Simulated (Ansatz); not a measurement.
# armchair BAs nanoribbon (N = 3, H edges): bands by functional and under strain, part 2 of 4

Aim: is the armchair BAs nanoribbon (N = 3, H edges) a metal or a semiconductor?

Ansatz 0.2.0; DFT PBE, plane waves, PAW; relaxation of a wire's period (the session's first sound run).

So far. Step 2 (Relaxing the period): The cell's length comes to 5.914 Å with spin left out.

## Step 3: The perfect wire

This step: DFT PBE, plane waves, PAW; channels and complex bands of a perfect wire (Ansatz 0.2.0).

At the relaxed period the Bloch states of the perfect wire are found at each energy: those that move forward count the open channels, and those that decay describe how a disturbance dies away inside the wire itself. An energy step of 0.035 eV is under the 0.039 eV that the program asks for its thermal average at 300 K.

Input file input.yaml:

```yaml
crystal:
  lattice:
    - [12.993, 0.0, 0.0]
    - [0.0, 7.0, 0.0]
    - [0.0, 0.0, 5.9140757994]
  atoms:
    - { symbol: B, position: [0.369814341, 0.5, 0.001954429] }
    - { symbol: B, position: [0.630177639, 0.5, 0.001954429] }
    - { symbol: As, position: [0.375766649, 0.5, 0.325962373] }
    - { symbol: As, position: [0.624225331, 0.5, 0.325962373] }
    - { symbol: H, position: [0.275960502, 0.5, 0.454242886] }
    - { symbol: H, position: [0.724031478, 0.5, 0.454242886] }
    - { symbol: B, position: [0.49999599, 0.5, 0.50665711] }
    - { symbol: As, position: [0.49999599, 0.5, 0.840919262] }
    - { symbol: H, position: [0.288748765, 0.5, 0.907147363] }
    - { symbol: H, position: [0.711243215, 0.5, 0.907147363] }
kpoints:
  mp_grid: { grid: [1, 1, 14] }
  band_path: { path: ["Γ", Z], npoints: 50 }
scf:
  occupations: { method: fermi_dirac, width: 0.05 }
hamiltonian:
  xc: pbe
output:
  transmission:
    e_range: [-2, 2]
    de: 0.035
    kmesh: [1, 1]
    reduced_basis: true
    leads: [[0, 0]]
  dos: { e_range: [-5, 4] }
  write_potential: true
  write_density: true
  volumetric_format: npy
  elf: true
```

Command:

```sh
ansatz run input.yaml --threads 8 --pin off --max-ram 16384MiB --backend cpu --events-out ev --progress --plain --runs-dir out
```

Numbers of over 12 decimals in the logs are rounded to 6 here.

What it wrote:

```text
[...]
Crystal: 10 atoms, lattice volume = 537.891 Å³
Basis set: ecut = 420 eV, 10559 PW (Γ)
Bands: 39, of which v1, the nominal top of the filled ones, is band 29 counted from 1 (28 counted from 0)
Symmetry: 4 space group operations
[...]
k-points: 8 of 14 (time reversal used)
[...]
SCF iter   1: F=—  HF=-15096.688539 eV  |F-HF|=—  |Δ(HF+E_count)|=         —  Δρ=1.42e-3  dr2=2.53e-2  ethr=1.77e-3  ⟨swp⟩=7.5  Hψ=1479  notcnv=0  defer=5
[...]
SCF iter   7: F=-15096.705963 eV  HF=-15096.705963 eV  |F-HF|=1.36e-7  |Δ(HF+E_count)|=   4.20e-6  Δρ=3.51e-6  dr2=7.89e-8  ethr=1.72e-10  ⟨swp⟩=12.1  Hψ=1430  notcnv=0
SCF 1 converged in 7 iterations: F = -15096.705963 eV  dr2 = 7.89e-8
[...]
NSCF: frozen V_eff on 51 k-points
transmission: 8 of 48 steps passed
transmission: 16 of 48 steps passed
[...]
transmission: 48 of 48 steps passed
WARN: The output density's exchange-correlation potential varies sharply where the density is thin. Do not read a vacuum level from v_tot or v_xc, or from such a field of the output density. On a cell that repeats whose density bears no net charge and no dipole along the vacuum's axis use v_es (v_loc + v_h of the components); under efield.dipole_correction with no amplitude use v_es + v_field, which holds any externa [...]
Second SCF, for the conductance: iteration 1, dr2 7.325e-8 eV
Second SCF, for the conductance: iteration 2, dr2 1.238e-8 eV
Second SCF, for the conductance: iteration 3, dr2 3.645e-9 eV
transmission: 8 of 48 steps passed
transmission: 16 of 48 steps passed
[...]
transmission: 48 of 48 steps passed
SCF converged after 7 iterations
Free energy (F): -15096.705963 eV
[...]
Internal energy: -15096.705963 eV  (E = F + TS)
E sigma→0 (E₀):  -15096.705963 eV
Entropy (-TS):   -0.000000 eV (-0.000 meV/atom)
Fermi energy:    -1.685778 eV
[...]
--- Band table (eV; the first three rows and the last of 8) ---
  k-point 0: bands = [... 25 lower, -4.8822, -4.7154, -3.3040, -2.3719, -1.0012, 0.3573, 0.9066, 1.5023, ... 6 higher]
  k-point 1: bands = [... 25 lower, -4.9043, -4.7364, -3.2982, -2.4913, -0.8712, 0.3279, 0.8956, 1.5173, ... 6 higher]
  k-point 2: bands = [... 25 lower, -4.9671, -4.8086, -3.2814, -2.7636, -0.5679, 0.2476, 0.8576, 1.5599, ... 6 higher]
  k-point 7: bands = [... 25 lower, -5.3811, -4.4683, -4.1405, -3.1751, -0.1780, 0.8465, 1.0363, 1.1517, ... 6 higher]
--- Transmission ---
  basis      : 793 plane waves across, 8 finite elements along
  points     : 1, standing for a mesh of 1 x 1
  filling    : by a second SCF (3 iterations) under fermi_dirac of width 0.025852 eV on a mesh of 1 x 1 x 27, whose Fermi level is -1.686074 eV
  energies   : 115 from -2.000000 to 1.990000 eV about the Fermi level, 0.035000 eV apart; the leads are filled to 0.000000 eV, and channels, transmission and decay are at -0.005000 eV
  crystal 0  : As3H4B3, at the sites [0, 0], period 5.9141 Å: whole cells are its period
    offset         : up to 0.0000 Å between an atom of the period and one for which it stands
    filled         : 0.2 meV over the level at which it is neutral
    channels       : 0.000000e0 a spin
    conductance    : 5.2375e2 S/m² at 300 K; may be off by some 0.4 % by where its bands' edges are placed, 0.0 % from the distance to neutral
    slowest decay  : 0.1195 /Å at (0.0000, 0.0000)
```

The job ended after 32 s (8 threads of AMD EPYC 9R45, shared host; peak memory 1.8 GiB).

In the SCF lines HF is the Harris–Foulkes energy and dr2 the Hartree energy of the density residual, in eV; the loop may stop once dr2 is under the threshold and the program's other checks hold. Hψ counts applications of the Hamiltonian.

Numbers from this step:

* channels at the energy nearest the Fermi level, one spin: 0
* conductance of the lead as this run defines it: 6.15e-12 G₀
* slowest decay in the lead at the energy nearest the Fermi level: 0.1195 Å⁻¹
* band gap: 1.371 eV

The open channels of the lead, one spin by energy, zero at the Fermi level:

| energy (eV) | open channels of the lead, one spin |
| --- | --- |
| -2.000 | 1 |
| -1.790 | 1 |
| -1.615 | 2 |
| -1.405 | 1 |
| -1.195 | 1 |
| -0.985 | 1 |
| -0.810 | 1 |
| -0.600 | 0 |
| -0.390 | 0 |
| -0.215 | 0 |
| -0.005 | 0 |
| 0.205 | 0 |
| 0.415 | 0 |
| 0.590 | 0 |
| 0.800 | 1 |
| 1.010 | 1 |
| 1.185 | 1 |
| 1.395 | 1 |
| 1.605 | 2 |
| 1.815 | 2 |

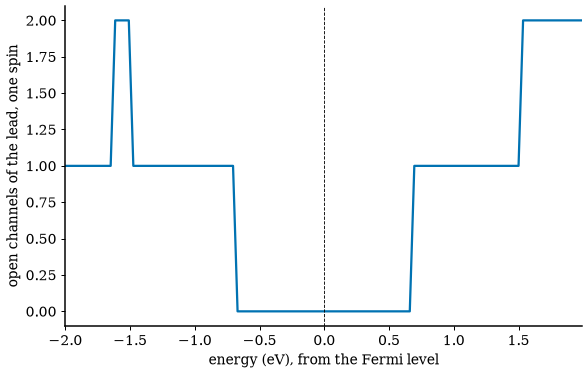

Open channels of the lead, one spin, plotted against energy.

The slowest values at each energy, most degenerate partners merged, listed up to 1.5 1/Å. The Im kz of the slowest decaying states by energy, zero at the Fermi level:

| energy (eV) | decay 1 (Å⁻¹) | decay 2 (Å⁻¹) | decay 3 (Å⁻¹) | decay 4 (Å⁻¹) |
| --- | --- | --- | --- | --- |
| -2.000 | 0.334 | 0.338 | 0.423 | 0.493 |
| -1.510 | 0.351 | 0.355 | 0.461 | 1.10 |
| -0.985 | 0.355 | 0.365 | 0.416 | 0.483 |
| -0.495 | 0.0842 | 0.351 | 0.366 | 0.454 |
| -0.005 | 0.119 | 0.341 | 0.359 | 0.443 |
| 0.485 | 0.0834 | 0.324 | 0.345 | 0.398 |
| 1.010 | 0.298 | 0.305 | 0.321 | 0.469 |
| 1.500 | 0.0423 | 0.262 | 0.286 | 0.446 |

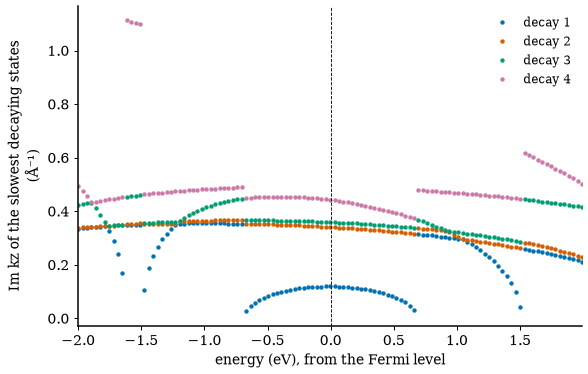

Im kz of the slowest decaying states against energy.

The electronic bands at the labelled points (eV, zero at the Fermi level):

| point | band 26 | band 27 | band 28 | band 29 | band 30 | band 31 | band 32 | band 33 |
| --- | --- | --- | --- | --- | --- | --- | --- | --- |
| Γ | -3.20 | -3.03 | -1.62 | -0.69 | 0.68 | 2.04 | 2.59 | 3.19 |
| Z | -3.70 | -2.78 | -2.45 | -1.49 | 1.51 | 2.53 | 2.72 | 2.84 |

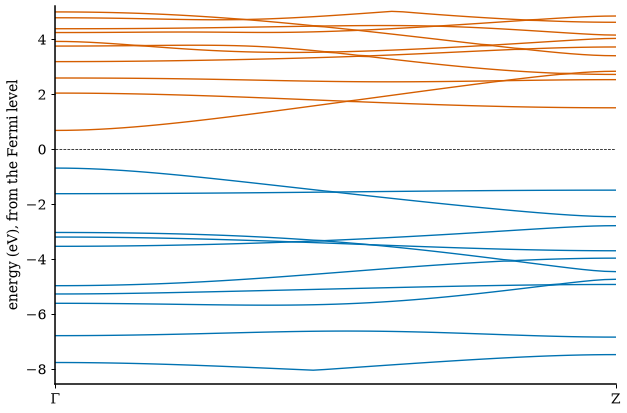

Electronic bands along the path; lines of filled and empty bands in two colours.

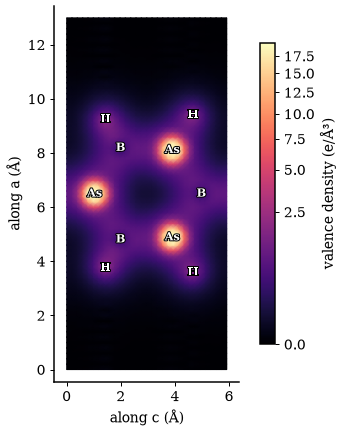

Valence density in the ca plane at fractional y = 0.500, with atoms of B and As and H within 0.2 Å of it. It is the smooth field of the valence electrons, not physical close to the nuclei. The map starts off the cell's origin, so that atoms lie inside it. The colour scale is stretched toward low values.

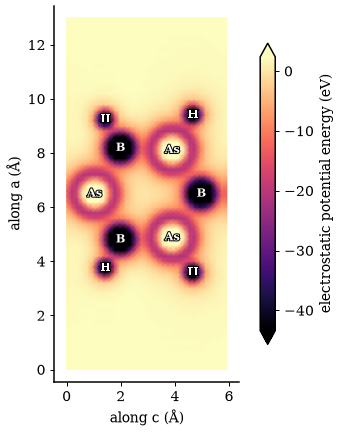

Electrostatic potential energy in the ca plane at fractional y = 0.500, with atoms of B and As and H within 0.2 Å of it. With pseudopotentials it is smooth inside the atoms' cores, unlike the true potential. The map starts off the cell's origin, so that atoms lie inside it.

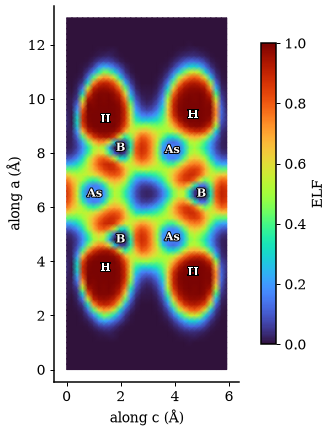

ELF in the ca plane at fractional y = 0.500, with atoms of B and As and H within 0.2 Å of it. It is the smooth field of the valence electrons, not physical close to the nuclei. The map starts off the cell's origin, so that atoms lie inside it.

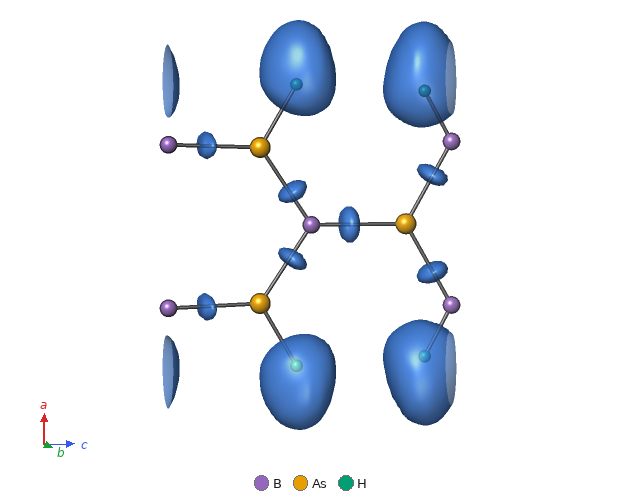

Surface of ELF = 0.85.

By hand: a barrier of this wire, of length L, would pass T ∝ exp(−2κL) at this energy; with κ = 0.119 Å⁻¹ one decade takes ln 10 / (2κ) = 9.63 Å.

At the computed energy nearest the Fermi level there are 0 channels a spin, and the thermal average gives 6.1e-12 G₀; the gap is 1.37 eV.

## Step 4: Another level of theory, level LDA, cutoff 420 eV

This step: DFT LDA, plane waves, PAW; bands of a perfect wire at the PBE geometry (Ansatz 0.2.0).

The atoms stay at the PBE geometry and the functional changes. At fixed atoms LDA and the gradient-corrected functionals usually give like bands; this run checks that. Against the first PBE run of this kind, the mesh along the wire has 11 points against 14.

Edit input.yaml of step 3 so:

```diff
@@ -17,3 +17,3 @@
 kpoints:
-  mp_grid: { grid: [1, 1, 14] }
+  mp_grid: { grid: [1, 1, 11] }
   band_path: { path: ["Γ", Z], npoints: 50 }
@@ -22,14 +22,2 @@
 hamiltonian:
-  xc: pbe
-output:
-  transmission:
-    e_range: [-2, 2]
-    de: 0.035
-    kmesh: [1, 1]
-    reduced_basis: true
-    leads: [[0, 0]]
-  dos: { e_range: [-5, 4] }
-  write_potential: true
-  write_density: true
-  volumetric_format: npy
-  elf: true
+  xc: lda
```

What it wrote:

```text
[...]
Crystal: 10 atoms, lattice volume = 537.891 Å³
Basis set: ecut = 420 eV, 10559 PW (Γ)
Bands: 39, of which v1, the nominal top of the filled ones, is band 29 counted from 1 (28 counted from 0)
Symmetry: 4 space group operations
[...]
k-points: 6 of 11 (time reversal used)
[...]
SCF iter   1: F=—  HF=-14828.608251 eV  |F-HF|=—  |Δ(HF+E_count)|=         —  Δρ=4.53e-3  dr2=1.37e-1  ethr=1.77e-3  ⟨swp⟩=7.5  Hψ=1105  notcnv=0  defer=2
[...]
SCF iter   8: F=-14828.586522 eV  HF=-14828.586522 eV  |F-HF|=5.11e-8  |Δ(HF+E_count)|=   3.17e-7  Δρ=1.91e-6  dr2=2.74e-8  ethr=1.72e-10  ⟨swp⟩=12.7  Hψ=902  notcnv=0
SCF 1 converged in 8 iterations: F = -14828.586522 eV  dr2 = 2.74e-8
[...]
SCF converged after 8 iterations
Free energy (F): -14828.586522 eV
[...]
Internal energy: -14828.586521 eV  (E = F + TS)
E sigma→0 (E₀):  -14828.586522 eV
Entropy (-TS):   -0.000000 eV (-0.000 meV/atom)
Fermi energy:    -1.884174 eV
[...]
--- Band table (eV; the first three rows and the last of 6) ---
  k-point 0: bands = [... 25 lower, -4.9834, -4.8913, -3.5017, -2.5592, -1.2098, 0.1335, 0.7596, 1.4255, ... 6 higher]
  k-point 1: bands = [... 25 lower, -5.0214, -4.9219, -3.4919, -2.7452, -1.0077, 0.0850, 0.7358, 1.4523, ... 6 higher]
  k-point 2: bands = [... 25 lower, -5.1258, -5.0387, -3.4648, -3.1282, -0.5777, -0.0403, 0.6586, 1.5087, ... 6 higher]
  k-point 5: bands = [... 25 lower, -5.5438, -4.7212, -4.2649, -3.3700, -0.4089, 0.6571, 0.8180, 0.8404, ... 6 higher]
```

Elapsed: 2.5 s, on 8 threads; peak memory 1.6 GiB.

Numbers from this step:

| Item | Value |
| --- | --- |
| band gap | 1.349 eV |

The electronic bands at the labelled points (eV, zero at the Fermi level):

| point | band 26 | band 27 | band 28 | band 29 | band 30 | band 31 | band 32 | band 33 |
| --- | --- | --- | --- | --- | --- | --- | --- | --- |
| Γ | -3.10 | -3.01 | -1.62 | -0.68 | 0.67 | 2.02 | 2.64 | 3.31 |
| Z | -3.68 | -2.78 | -2.45 | -1.48 | 1.47 | 2.55 | 2.67 | 2.82 |

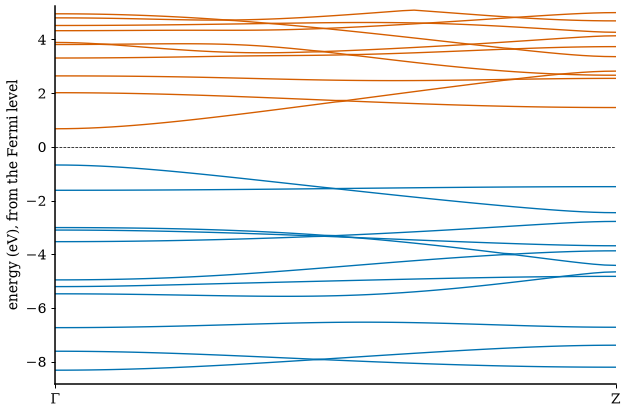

Electronic bands along the path; lines of filled and empty bands in two colours.

The gap is 1.35 eV, against 1.37 eV under PBE at the relaxed period.

## Step 5: Another level of theory, level PBEsol, cutoff 420 eV

This step: DFT PBEsol, plane waves, PAW; bands of a perfect wire at the PBE geometry (Ansatz 0.2.0).

The atoms stay at the PBE geometry and the functional changes. At fixed atoms LDA and the gradient-corrected functionals usually give like bands; this run checks that. Against the first PBE run of this kind, the mesh along the wire has 11 points against 14.

Edit input.yaml of step 4 so:

```diff
@@ -22,2 +22,2 @@
 hamiltonian:
-  xc: lda
+  xc: pbesol
```

What it wrote:

```text
[...]
Crystal: 10 atoms, lattice volume = 537.891 Å³
Basis set: ecut = 420 eV, 10559 PW (Γ)
Bands: 39, of which v1, the nominal top of the filled ones, is band 29 counted from 1 (28 counted from 0)
Symmetry: 4 space group operations
[...]
k-points: 6 of 11 (time reversal used)
[...]
--- Band table (eV; the first three rows and the last of 6) ---
  k-point 0: bands = [... 25 lower, -4.8542, -4.7278, -3.3414, -2.4061, -1.0390, 0.3172, 0.9185, 1.5779, ... 6 higher]
  k-point 1: bands = [... 25 lower, -4.8912, -4.7607, -3.3319, -2.5914, -0.8368, 0.2700, 0.8979, 1.6008, ... 6 higher]
  k-point 2: bands = [... 25 lower, -4.9923, -4.8830, -3.3057, -2.9739, -0.4047, 0.1481, 0.8275, 1.6488, ... 6 higher]
  k-point 5: bands = [... 25 lower, -5.3867, -4.5682, -4.1103, -3.2140, -0.2117, 0.8203, 1.0218, 1.0243, ... 6 higher]
[key lines of the parts left out:]
SCF converged after 8 iterations
Free energy (F): -14956.016938 eV
Fermi energy:    -1.722241 eV
```

Elapsed: 2.5 s, on 8 threads; peak memory 1.6 GiB; 19 s of CPU time.

The electronic bands at the labelled points (eV, zero at the Fermi level):

| point | band 26 | band 27 | band 28 | band 29 | band 30 | band 31 | band 32 | band 33 |
| --- | --- | --- | --- | --- | --- | --- | --- | --- |
| Γ | -3.13 | -3.01 | -1.62 | -0.68 | 0.68 | 2.04 | 2.64 | 3.30 |
| Z | -3.68 | -2.79 | -2.46 | -1.49 | 1.50 | 2.55 | 2.71 | 2.84 |

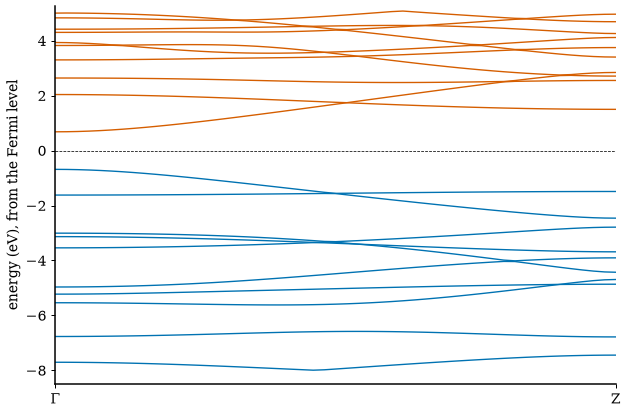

Electronic bands along the path; lines of filled and empty bands in two colours.

The gap is 1.37 eV, against 1.37 eV under PBE at the relaxed period.

## Step 6: Levels at the same atoms, level r2SCAN, cutoff 500 eV

This step: DFT r2SCAN, plane waves, PAW; bands of a perfect wire at the PBE geometry (Ansatz 0.2.0).

The atoms stay at the PBE geometry and the functional changes. r2SCAN also reads the kinetic-energy density; it often gives larger moments and wider gaps than PBE, at a higher cost. Against the first PBE run of this kind, the cutoff is 500 eV against 420 and the mesh along the wire has 11 points against 14.

Edit input.yaml of step 5 so:

```diff
@@ -22,2 +22,2 @@
 hamiltonian:
-  xc: pbesol
+  xc: r2scan
```

What it wrote:

```text
[...]
Crystal: 10 atoms, lattice volume = 537.891 Å³
Basis set: ecut = 500 eV, 13615 PW (Γ), exchange–correlation on 384×216×180 points (64 copies of the dense FFT grid, shifted against one another)
Bands: 39, of which v1, the nominal top of the filled ones, is band 29 counted from 1 (28 counted from 0)
Symmetry: 4 space group operations
[...]
k-points: 6 of 11 (time reversal used)
[...]
--- Band table (eV; the first three rows and the last of 6) ---
  k-point 0: bands = [... 25 lower, -5.1834, -4.9713, -3.5017, -2.5453, -0.9331, 0.4972, 1.2938, 1.9627, ... 6 higher]
  k-point 1: bands = [... 25 lower, -5.2200, -5.0112, -3.4922, -2.7283, -0.7300, 0.4482, 1.2604, 1.9823, ... 6 higher]
  k-point 2: bands = [... 25 lower, -5.3200, -5.1513, -3.4663, -3.1189, -0.2809, 0.3219, 1.1569, 2.0189, ... 6 higher]
  k-point 5: bands = [... 25 lower, -5.6766, -4.7911, -4.3102, -3.3764, -0.0499, 1.0885, 1.2489, 1.3139, ... 6 higher]
[key lines of the parts left out:]
SCF converged after 8 iterations
Free energy (F): -15124.386901 eV
Fermi energy:    -1.738785 eV
```

The job ended after 5 s (8 threads; peak memory 2.6 GiB).

Electronic bands along the path, in eV, zero at the Fermi level:

| point | band 26 | band 27 | band 28 | band 29 | band 30 | band 31 | band 32 | band 33 |
| --- | --- | --- | --- | --- | --- | --- | --- | --- |
| Γ | -3.44 | -3.23 | -1.76 | -0.81 | 0.81 | 2.24 | 3.03 | 3.70 |
| Z | -3.95 | -2.99 | -2.65 | -1.63 | 1.68 | 2.83 | 3.02 | 3.09 |

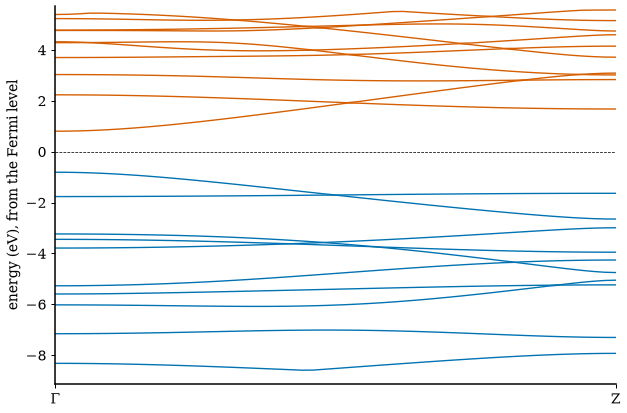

Electronic bands along the path; lines of filled and empty bands in two colours.

The gap is 1.61 eV, against 1.37 eV under PBE at the relaxed period.

## Step 7: Levels at the same atoms, level HSE06, cutoff 420 eV

This step: DFT HSE06, plane waves, PAW; levels of a perfect wire at the PBE geometry (Ansatz 0.2.0).

The atoms stay at the PBE geometry and the functional changes. HSE06 mixes in a quarter of short-range exact exchange, which removes part of the self-interaction that closes gaps; it is dear, so the mesh is thinner and no path is run. Against the first PBE run of this kind, the mesh along the wire has 6 points against 14.

Edit input.yaml of step 6 so:

```diff
@@ -17,4 +17,3 @@
 kpoints:
-  mp_grid: { grid: [1, 1, 11] }
-  band_path: { path: ["Γ", Z], npoints: 50 }
+  mp_grid: { grid: [1, 1, 6] }
 scf:
@@ -22,2 +21,2 @@
 hamiltonian:
-  xc: r2scan
+  xc: hse06
```

What it wrote:

```text
exact exchange: scf.exx.singularity resolves to wigner_seitz, which cuts the screened interaction at the faces of the exchange supercell's Wigner-Seitz cell, so that each pair interacts once, at the shortest of its separations (the periodic images that this leaves out come, for a point-like exchange hole, to about 0.041 eV on a filled level). The cut falls within the interaction's reach, and what an exchange supercel [...]
[...]
Crystal: 10 atoms, lattice volume = 537.891 Å³
[...]
E sigma→0 (E₀):  -15100.627183 eV
Fermi energy:    -1.740374 eV
[...]
--- Band table (eV) ---
  k-point 0: bands = [... 25 lower, -5.6837, -5.4178, -3.7530, -2.6931, -0.7876]
  k-point 1: bands = [... 25 lower, -5.8013, -5.5741, -3.7224, -3.2318, -0.1896]
  k-point 2: bands = [... 25 lower, -6.0444, -5.5037, -4.0920, -3.6579, 0.2919]
  k-point 3: bands = [... 25 lower, -6.1541, -5.1034, -4.6869, -3.6237, 0.1513]
  guard bands above this table: 9 of the run's 39 bands. The solve was not asked for them (output.publish_guard_bands: true or output.eigenvalues: true publishes all)
[key lines of the parts left out:]
Free energy (F): -15100.627183 eV
```

It took 10 s on 8 threads; peak memory 4.9 GiB.

The gap is 1.91 eV, against 1.37 eV under PBE at the relaxed period.

## Step 8: Side by side

Times are for 8 threads of AMD EPYC 9R45, shared host. The runs compared:

| no. | level | band gap (eV) | time | memory (GiB) |
| --- | --- | --- | --- | --- |
| 1 | LDA | 1.349 | 2.5 s | 1.6 |
| 2 | PBEsol | 1.367 | 2.5 s | 1.6 |
| 3 | r2SCAN | 1.612 | 5 s | 2.6 |
| 4 | HSE06 | 1.905 | 10 s | 4.9 |

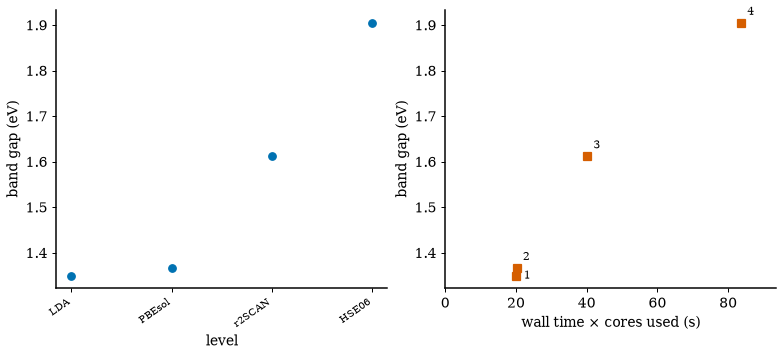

The series as plots; the last panel sets the first result against cost, with the runs numbered as in the table.

(Continued in part 3 of 4.)

[Logs are printed without paths, hosts, clocks, repeated set-up lines and the standing remarks that a program may print on its own settings, such as how far it seeks lower states.]

[Hosts, paths, dates, database ids (printed as entryN), source tags and the programs' standing remarks are cut or masked in the printed files.]
